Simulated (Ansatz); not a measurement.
# SnO: band-structure calculation (part 2 of 2)

The same run, continued: SnO (slab, 4 atoms in the cell); DFT PBE+D3(BJ), spin-orbit coupling, plane waves, PAW (Ansatz 0.2.0); cutoff 420 eV, 6×6×1 k-mesh, Gaussian smearing of 0.02 eV. The structure derives from an entry of the Crystallography Open Database.

Geometry of the input (Å; fractional positions):
```
3.8207  0.0000  0.0000
-0.0000  3.8207  0.0000
0.0000  0.0000  30.6344
Sn 0.9999  0.9999  0.4614
O  0.9999  0.4999  0.5000
O  0.4999  0.9999  0.5000
Sn 0.4998  0.4998  0.5386
```

**Output, continued**
```
  site 1: m = (+0.0000, +0.0000, +0.0000) μB, |m| = 0.0000 μB  (R = 0.93 Å)
  site 2: m = (+0.0000, +0.0000, +0.0000) μB, |m| = 0.0000 μB  (R = 0.93 Å)
  site 3: m = (+0.0000, +0.0000, +0.0000) μB, |m| = 0.0000 μB  (R = 0.93 Å)
Free energy (F): -13188.069787 eV
Harris-Foulkes:  -13188.069787 eV  (|F-HF|=1.04e-9)
Internal energy: -13188.069787 eV  (E = F + TS)
E sigma→0 (E₀):  -13188.069787 eV
Fermi energy:    -3.863006 eV
--- Per-component energies (eV) ---
  E_band       = -741.589660
  E_kinetic    = 722.499922
  E_local      = -66105.583493  (includes V_loc(G=0)·N_el)
  E_nonlocal   = 32.095604
  E_hartree    = 32884.455281
  E_xc         = -912.899511
  E_vxc        = -379.700096  (∫ρ·V_xc dr)
  E_paw        = -8591.926714  (= ΣΔE_a)
  E_vpaw       = -779.815102  (= ΣTr[D̂ρ^β])
  E_aug_tail   = 0.004805  (compensation charges beyond the density's cutoff)
  E_ewald      = 28783.832582
  E_disp       = -0.548262  (pairwise vdW)
  E_smearing   = -0.000000  (= −TS)
  E_closure    = 0.000000  (closes the sum)
  Σ components = -13188.069787   (vs F -13188.069787, Δ=0.00e0)
--- Forces (eV/Å), atoms counted from 1 ---
  atom   1  Sn    -0.00000000     0.00000000    -0.00093562
  atom   2  O     -0.00000000     0.00000000     0.00000000
  atom   3  O     -0.00000000     0.00000000    -0.00000000
  atom   4  Sn    -0.00000000    -0.00000000     0.00093562
  max |Σ_I F_I| component: 5.34e-26 eV/Å
--- 2D stress c σ (N/m, compression-positive) ---
       -0.031547       0.000000       0.000000
        0.000000      -0.031547       0.000000
        0.000000       0.000000       0.000000
  P = ½ c Tr σ = -0.0315 N/m
--- Band table (eV; the first three rows and the last of 10) ---
  k-point 0: bands = ["-26.3364", "-26.3364", "-26.1977", "-26.1977", "-26.1520", "-26.1520", "-26.1183", "-26.1183", "-25.3620", "-25.3620", "-25.1780", "-25.1780", "-25.1496", "-25.1496", "-25.1096", "-25.1096", "-25.0902", "-25.0902", "-25.0801", "-25.0801", "-24.0526", "-24.0526", "-21.5482", "-21.5482", "-12.2918", "-12.2918", "-10.1003", "-10.1003", "-10.0100", "-10.0100", "-9.1076", "-9.1076", "-7.4725", "-7.4725", "-7.1084", "-7.1084", "-7.0315", "-7.0315", "-5.4590", "-5.4590", "-2.2960", "-2.2960", "-2.2154", "-2.2154", "-0.2187", "-0.2187", "-0.0644", "-0.0644"]
  k-point 1: bands = ["-26.3319", "-26.3319", "-26.1955", "-26.1955", "-26.1533", "-26.1533", "-26.1315", "-26.1315", "-25.3683", "-25.3683", "-25.1804", "-25.1804", "-25.1536", "-25.1536", "-25.1416", "-25.1416", "-25.0927", "-25.0927", "-25.0843", "-25.0843", "-23.8284", "-23.8284", "-21.6774", "-21.6774", "-12.2241", "-12.2241", "-10.0504", "-10.0504", "-9.8727", "-9.8727", "-9.4742", "-9.4742", "-7.7494", "-7.7494", "-7.3094", "-7.3094", "-7.0074", "-7.0074", "-5.4283", "-5.4283", "-1.7167", "-1.7167", "-1.6867 (-1.6867°)", "-1.6867 (-1.6867°)", "-0.8083", "-0.8083", "0.1210", "0.1210"]
  k-point 2: bands = ["-26.3109", "-26.3109", "-26.2137", "-26.2137", "-26.1586", "-26.1586", "-26.1524", "-26.1524", "-25.3568", "-25.3568", "-25.2464", "-25.2464", "-25.1554", "-25.1554", "-25.1507", "-25.1507", "-25.0882", "-25.0882", "-25.0791", "-25.0791", "-23.2967", "-23.2967", "-22.0633", "-22.0633", "-11.9760", "-11.9760", "-10.4474", "-10.4474", "-9.7675", "-9.7675", "-9.3945", "-9.3945", "-8.2956", "-8.2956", "-7.9213", "-7.9213", "-6.6520", "-6.6520", "-5.4756", "-5.4756", "-1.8732", "-1.8732", "-1.5629", "-1.5629", "-0.4927", "-0.4927", "-0.0951", "-0.0951"]
  k-point 9: bands = ["-26.2863", "-26.2863", "-26.2863", "-26.2863", "-26.1494", "-26.1494", "-26.1494", "-26.1494", "-25.3266", "-25.3266", "-25.3266", "-25.3266", "-25.1439", "-25.1439", "-25.1439", "-25.1439", "-25.0621", "-25.0621", "-25.0621", "-25.0621", "-22.4020", "-22.4020", "-22.4020", "-22.4020", "-12.8595", "-12.8595", "-12.8595", "-12.8595", "-9.2568", "-9.2568", "-9.2568", "-9.2568", "-6.4226", "-6.4226", "-6.4226", "-6.4226", "-6.0821", "-6.0821", "-6.0821", "-6.0821", "-2.2995", "-2.2995", "-2.2995", "-2.2995", "-0.1766", "-0.1766", "-0.1766", "-0.1766"]
  ° read free of the cell's end (the report's vacuum.weakly_bound_levels)
--- Löwdin populations: 4 sites ---
  site symbol       q [e]
     0     Sn     13.1717
     1      O      6.7627
     2      O      6.7627
     3     Sn     13.1717
  spilling = 0.003280 (of n_electrons = 40.000000)
```

**File populations.tsv**
```
# site	symbol	l	j	q
# orbitals = lowdin
# n_electrons = 40.000000
# spilling = 0.003280
0	Sn	0_5S	0.5	1.680291
0	Sn	1_5P	0.5	0.531463
0	Sn	1_5P	1.5	0.965109
0	Sn	2_4D	1.5	3.998059
0	Sn	2_4D	2.5	5.996749
1	O	0_2S	0.5	1.780985
1	O	1_2P	0.5	1.667342
1	O	1_2P	1.5	3.314412
2	O	0_2S	0.5	1.780985
2	O	1_2P	0.5	1.667342
2	O	1_2P	1.5	3.314412
3	Sn	0_5S	0.5	1.680291
3	Sn	1_5P	0.5	0.531463
3	Sn	1_5P	1.5	0.965109
3	Sn	2_4D	1.5	3.998059
3	Sn	2_4D	2.5	5.996749
```

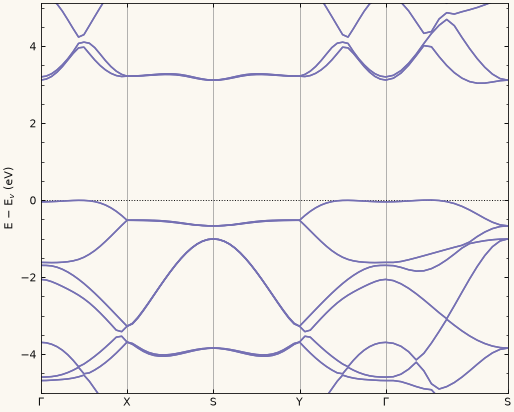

Figure 1. Band structure along Γ–X–S–Y–Γ–S, with energies from the valence-band top. There is a gap of 3.04 eV on this path, indirect, from between Γ and S to between Γ and S.

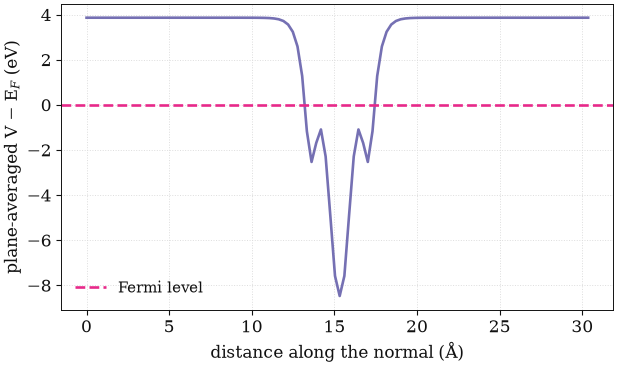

Figure 2. Plane average of the electrostatic potential energy of an electron across the cell, from the Fermi level. The vacuum level lies 3.86 eV above the Fermi level.

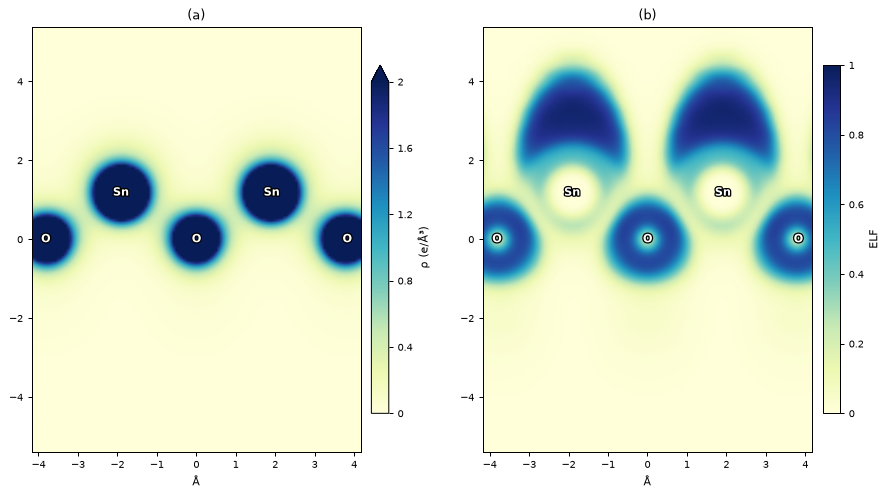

Figure 3. (a) valence pseudo-density; (b) ELF on the (010) plane of the calculation cell, a cut from vacuum to vacuum. Atoms in the plane: O and Sn. Sn–O (2.25 Å): the density is about 0.45 e/Å³ at the midpoint; the ELF is about 0.20 at the midpoint. The density dies away to nearly zero in the vacuum. The fields are those of the smooth PAW valence density.

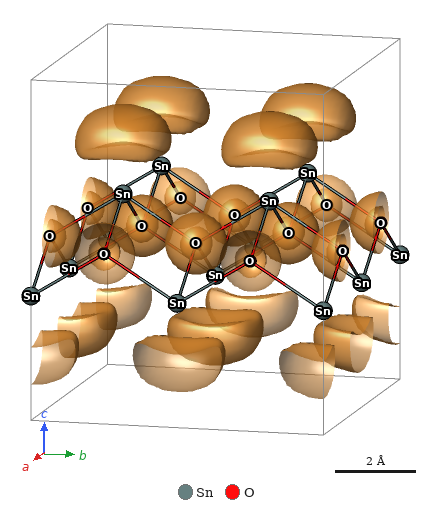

Figure 4. Isosurface of the electron localisation function at 0.75 (orange), seen slightly off an axis. Core shells and regions of very low density are left out. Sticks mark near contacts. Profiles from the grid: Sn–O (2.25 Å): the ELF is about 0.20 at the midpoint.

**Results in brief**

```csv
quantity,value
outcome,converged
electrons treated,40
free energy,−13188.0698 eV
"work function, top face",3.86 eV
"work function, bottom face",3.86 eV
Fermi energy,−3.863 eV
gap on the k-point mesh,3.10 eV
gap on the band path,3.04 eV
net moment of the cell,0.00 μB
integrated absolute moment,0.00 μB
work function (upper face),3.86 eV
largest force (length of the vector),0.001 eV/Å
wall time,57 s (CPU time 1.9 min)
peak memory,2.1 GiB
```

**Remarks**

The program warns: the structure was made exactly symmetric; the exchange-correlation potential is rough where the density is thin.
